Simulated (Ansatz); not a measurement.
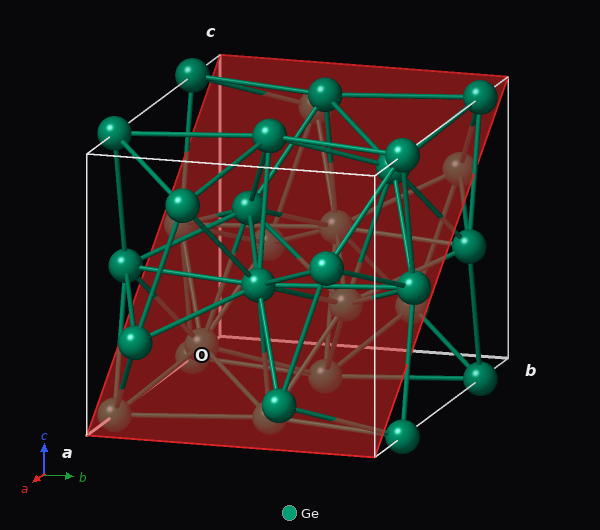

For Ge, the input geometry of an electronic-structure calculation (not necessarily at equilibrium): every member of one family of equally spaced planes, hx + ky + lz = a whole number, that cuts the unit cell is shaded (one member passes through the origin O, touching the cell only at an edge or corner). Geometry calculated from the standardised cell; symmetry tolerance 0.002 Å.

a = 8.674 Å, b = 5.997 Å, c = 5.750 Å, α = 90.00°, β = 90.00°, γ = 90.00°.

Index the planes.

Answer. (1 0 1); the opposite sign names the same planes. The member next to the origin meets the axes a at 1, b never, c at 1.

What is the spacing?

Answer. d = 4.793 Å.

Which atoms of the cell lie in these planes (within 0.03 Å)?

Answer. No atom.

The space group is No. 64, Cmce. How many reflections hkl are equivalent to this one (itself included), and does it occur?

Answer. 4 reflections are equivalent in the Laue class mmm. The reflection is systematically absent, by the centring.
